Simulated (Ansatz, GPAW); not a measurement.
# CuI (110), 8 units: simulated STM images, part 2 of 3

Wanted: filled- and empty-state images of CuI (110), 8 units, with its work function.

GPAW 26.7.0 and Ansatz 0.2.0; Ansatz plane waves; layer without images along its normal, relaxation of atoms and in-plane cell; PAW set soft_1 (the session's first sound run).

So far. Step 2 (Relaxing the atoms): The relaxation lowered the energy of the cell by 0.696 eV.

## (3) The slab's potential

The work function is the vacuum plateau of the electrostatic potential less the Fermi level; a dipole layer lets the two faces have plateaus of their own.

This step: GPAW, PAW setups; slab in vacuum (GPAW 26.7.0).

The cell differs from the one that the last finished run ended in (c 53.746 → 31.355 Å).

run.py reads:

```python
import json
import numpy as np
from ase import Atoms
from ase.dft.stm import STM
from gpaw import GPAW, PW

slab = Atoms(
    ['Cu', 'I', 'Cu', 'I', 'Cu', 'I', 'Cu', 'I', 'Cu', 'I', 'Cu', 'I', 'Cu', 'I', 'Cu', 'I'],
    positions=[
        [2.14713, 3.47569, 8.82977],
        [0.00000, 4.55155, 8.00000],
        [0.00000, -0.14234, 10.20803],
        [2.14713, 1.42054, 10.33141],
        [2.14713, 2.97371, 12.45186],
        [-0.00000, 4.49346, 12.43782],
        [-0.00000, -0.05255, 14.58912],
        [2.14713, 1.46486, 14.61141],
        [2.14713, 2.97828, 16.76576],
        [-0.00000, 4.49568, 16.74347],
        [-0.00000, -0.05711, 18.90301],
        [2.14713, 1.46264, 18.91705],
        [2.14713, 2.88848, 21.14684],
        [-0.00000, 4.45136, 21.02346],
        [0.00000, 0.44487, 22.52510],
        [2.14713, 1.52073, 23.35487]],
    cell=[[4.29426, 0.0, 0.0], [0.0, 6.06164, 0.0], [0.0, 0.0, 31.3549]],
    pbc=[True, True, False])

slab.calc = GPAW(mode=PW(400), xc='PBE', kpts={'size': (7, 5, 1), 'gamma': True},
                 occupations={'name': 'fermi-dirac', 'width': 0.05}, nbands='160%',
                 convergence={'density': 1e-05}, maxiter=200,
                 poissonsolver={'dipolelayer': 'xy'},
                 symmetry={'tolerance': 1e-3}, txt='slab.txt')
result = {}
energy = slab.get_potential_energy()
fermi = slab.calc.get_fermi_level()
v = slab.calc.get_electrostatic_potential().mean((0, 1)) - fermi
n = slab.calc.get_pseudo_density().mean((0, 1))
L = slab.cell[2, 2]
z = np.arange(len(v)) * L / len(v)
low, high = slab.positions[:, 2].min(), slab.positions[:, 2].max()
below, above = np.interp([low - 5.8, high + 5.8], z, v)
slopes = [np.interp(x, z, np.gradient(v, z)) for x in (low - 5.8, high + 5.8)]
eps = np.array([[slab.calc.get_eigenvalues(k, s) for k in range(len(slab.calc.get_ibz_k_points()))]
                for s in range(slab.calc.get_number_of_spins())]) - fermi
top, bottom = eps[eps < 0].max(), eps[eps > 0].min()
dipole = slab.get_dipole_moment()[2]
print(f'energy {energy:.4f} eV, Fermi level {fermi:.4f} eV, dipole {dipole:.5f} e A')
print(f'potential 5.8 A off the faces, from the Fermi level: lower {below:.4f} eV, upper {above:.4f} eV')
print(f'slope of the potential there: lower {slopes[0]:.5f}, upper {slopes[1]:.5f} eV/A')
print(f'nearest levels on the mesh: {top:.4f} and {bottom:.4f} eV')
print('magnetic moment', round(slab.get_magnetic_moment(), 3))
result.update(energy=energy, fermi=fermi, dipole=dipole, below=below, above=above, slopes=slopes, edges=[top, bottom],
              z=z.tolist(), v=v.tolist(), n=n.tolist(), positions=slab.positions.tolist(),
              forces=slab.get_forces(apply_constraint=False).tolist(), moments=slab.get_magnetic_moments().tolist())

# Images need the states of the whole zone, up to time reversal
slab.calc = slab.calc.fixed_density(symmetry={'point_group': False}, txt='states.txt', nbands='250%',
                                    convergence={'bands': 'CBM+1.3'})
stm = STM(slab)
result['stm'] = []
for bias in [-1.0, 1.0]:
    height = high + 4.0
    current = stm.get_averaged_current(bias, height)
    x, y, h = stm.scan(bias, current)
    i, f = divmod(height / L * stm.ldos.shape[2], 1)
    I = abs((1 - f) * stm.ldos[:, :, int(i)] + f * stm.ldos[:, :, int(i) + 1])
    print(f'bias {bias} V: mean current at 4.0 A {current:.4e}, corrugation {np.ptp(h):.4f} A')
    result['stm'].append(dict(bias=bias, current=current, h=(h - high).tolist(), I=I.tolist()))
json.dump(result, open('result.json', 'w'))
```

The run is started by

```
OMP_NUM_THREADS=1 OPENBLAS_NUM_THREADS=1 python run.py
```

Output:

```text
energy -42.2813 eV, Fermi level 1.0121 eV, dipole 0.00108 e A
potential 5.8 A off the faces, from the Fermi level: lower 3.9485 eV, upper 3.9483 eV
slope of the potential there: lower -0.00009, upper 0.00009 eV/A
nearest levels on the mesh: -0.7028 and 0.6765 eV
magnetic moment 0.0
bias -1.0 V: mean current at 4.0 A 1.4587e-07, corrugation 0.9987 A
bias 1.0 V: mean current at 4.0 A 5.0016e-07, corrugation 0.5006 A
```

It took 36 min on 1 thread of Arm Neoverse V1, shared host; peak memory 1.8 GiB.

Numbers from this step:

| Quantity | Value |
| --- | --- |
| dipole along the normal | 0.001080 e·Å |
| levels nearest the Fermi level on the mesh | -0.7028, 0.6765 eV from the Fermi level |
| upper work function | 3.948 eV |
| lower work function | 3.948 eV |
| corrugation -1 | 0.9987 Å |
| corrugation 1 | 0.5006 Å |
| upper ionisation energy | 4.651 eV |

The electrostatic potential energy of an electron (without an applied field's), less the Fermi level, planar mean oscillates, so the rows of the table below give means over windows of 2.13 Å about each position, cut where the curve ends. Its maxima inside the range that stand out by 2 % of the span (Å: eV): 9.4: -1.64, 11.4: 0.239, 13.5: 0.373, 15.7: 0.294, 17.8: 0.373, 19.9: 0.239, 22.0: -1.65. Its minima: 8.1: -8.19, 10.2: -12.3, 12.5: -12.4, 14.6: -12.4, 16.7: -12.4, 18.9: -12.4, 21.1: -12.3, 23.2: -8.19.

Table of electrostatic potential energy of an electron (without an applied field's), less the Fermi level, planar mean by z; means over each step:

```csv
z (Å),"electrostatic potential energy of an electron (without an applied field's), less the Fermi level, planar mean (eV)"
1.06,3.95
3.19,3.95
5.32,3.90
7.46,-2.06
9.58,-6.03
11.71,-5.13
13.84,-5.02
15.97,-5.10
18.11,-5.01
20.23,-5.13
22.36,-5.00
24.50,1.05
26.62,3.94
28.75,3.95
30.89,3.95
```

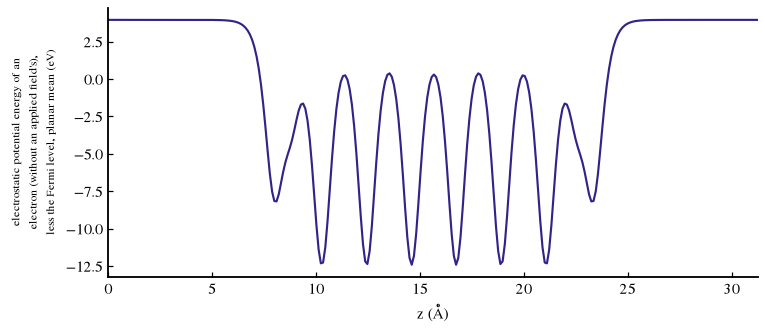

Electrostatic potential energy of an electron (without an applied field's), less the Fermi level, planar mean, plotted against z.

The pseudo valence density, planar mean oscillates, so the rows of the table below give means over windows of 2 Å about each position, cut where the curve ends. Its maxima inside the range that stand out by 2 % of the span (Å: e/Å³): 7.5: 0.155, 8.7: 0.640, 10.2: 0.613, 12.4: 0.582, 14.5: 0.586, 16.9: 0.585, 19.0: 0.582, 21.1: 0.613, 22.6: 0.640, 23.9: 0.155. Its minima: 7.9: 0.110, 9.4: 0.251, 11.3: 0.162, 13.4: 0.159, 15.6: 0.165, 17.9: 0.159, 20.1: 0.162, 22.0: 0.251, 23.5: 0.110.

The pseudo valence density, planar mean by z; means over each step:

```csv
z (Å),"pseudo valence density, planar mean (e/Å³)"
4,4.0e-5
6,0.0134
8,0.261
10,0.384
12,0.328
14,0.321
16,0.312
18,0.309
20,0.286
22,0.442
24,0.108
26,0.00212
28,6.4e-6
```

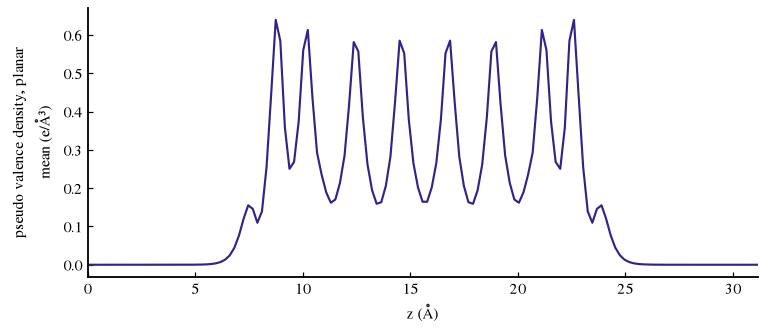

Pseudo valence density, planar mean, plotted against z.

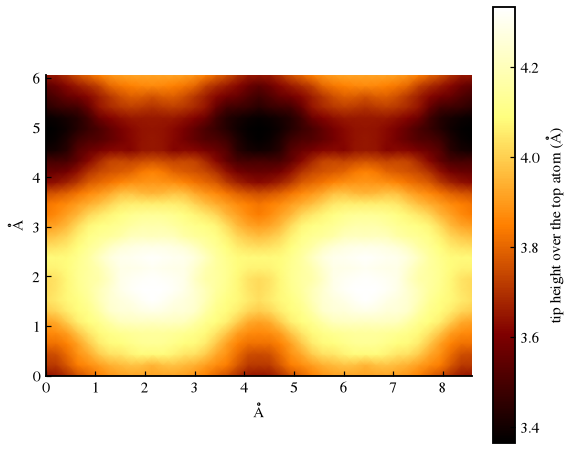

Tip height over the top atom over a1 and a2. Sample bias -1 V, constant current at the mean current 4.0 Å over the top atom. The cell is repeated, with its origin at the lower left corner.

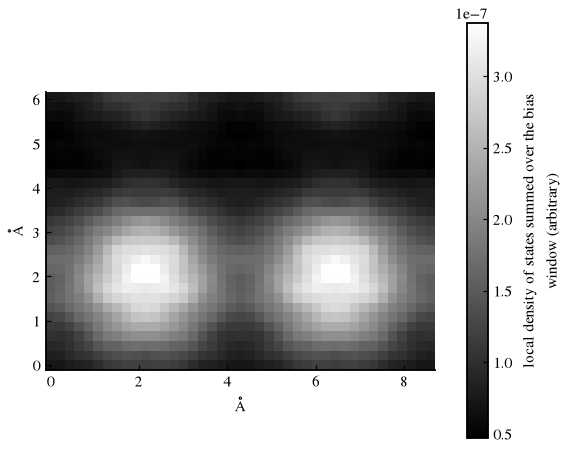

Local density of states summed over the bias window over a1 and a2. Sample bias -1 V, constant height 4.0 Å over the top atom. The cell is repeated, with its origin at the lower left corner.

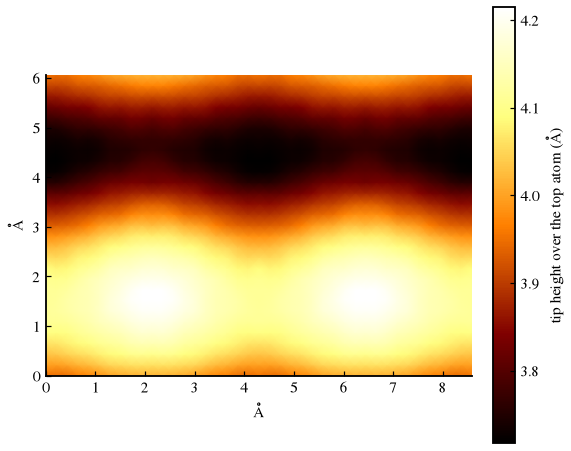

Tip height over the top atom over a1 and a2. Sample bias 1 V, constant current at the mean current 4.0 Å over the top atom. The cell is repeated, with its origin at the lower left corner.

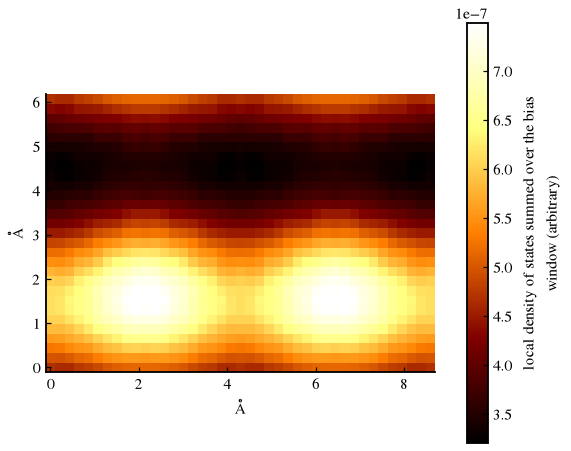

Local density of states summed over the bias window over a1 and a2. Sample bias 1 V, constant height 4.0 Å over the top atom. The cell is repeated, with its origin at the lower left corner.

Force by atom:

```csv
atom,x (eV/Å),y (eV/Å),z (eV/Å),size
Cu1,0.000,-0.003,0.002,0.004
I2,0.000,0.031,-0.118,0.122
Cu3,0.000,0.004,0.009,0.010
I4,0.000,-0.040,0.003,0.040
Cu5,0.000,-0.001,0.003,0.003
I6,0.000,0.008,0.001,0.008
Cu7,0.000,-0.004,-0.002,0.005
I8,0.000,0.004,0.002,0.004
Cu9,0.000,-0.004,0.002,0.005
I10,0.000,0.004,-0.002,0.004
Cu11,0.000,-0.001,-0.003,0.003
I12,0.000,0.008,-0.001,0.008
Cu13,0.000,0.004,-0.009,0.010
I14,0.000,-0.040,-0.003,0.040
Cu15,0.000,-0.003,-0.003,0.004
I16,0.000,0.032,0.118,0.122
```

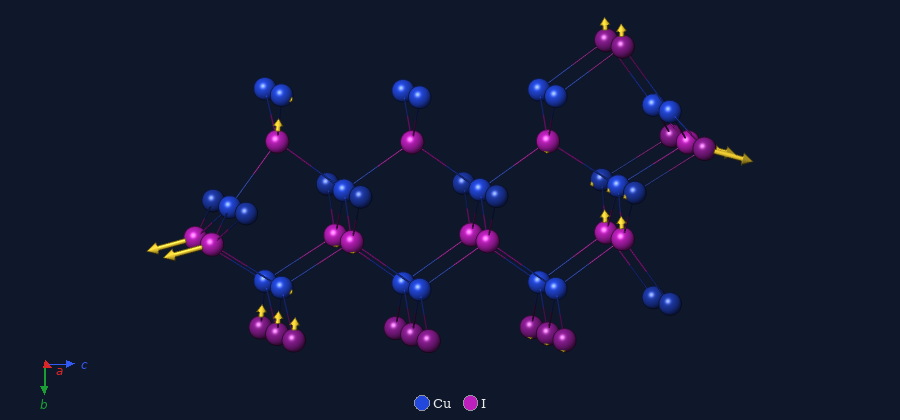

Force as arrows, the longest 0.122 eV/Å. Some periodic images of atoms are drawn too.

The layer is gapped, so the Fermi level lies somewhere inside the gap, set by smearing and numerics, and these work functions are no property of the material; the band edges below the vacuum level are. The potential is flat to 9.0e-5 eV/Å where it is read, so the vacuum is wide enough. The geometry is the other program's minimum; here the largest force on a free atom is 0.12 eV/Å.

(Part 2 of 3 ends here.)

[Logs are printed without paths, hosts, clocks, repeated set-up lines and the standing remarks that a program may print on its own settings, such as how far it seeks lower states.]

[Hosts, paths, dates, database ids (printed as entryN), source tags and the programs' standing remarks are cut or masked in the printed files.]
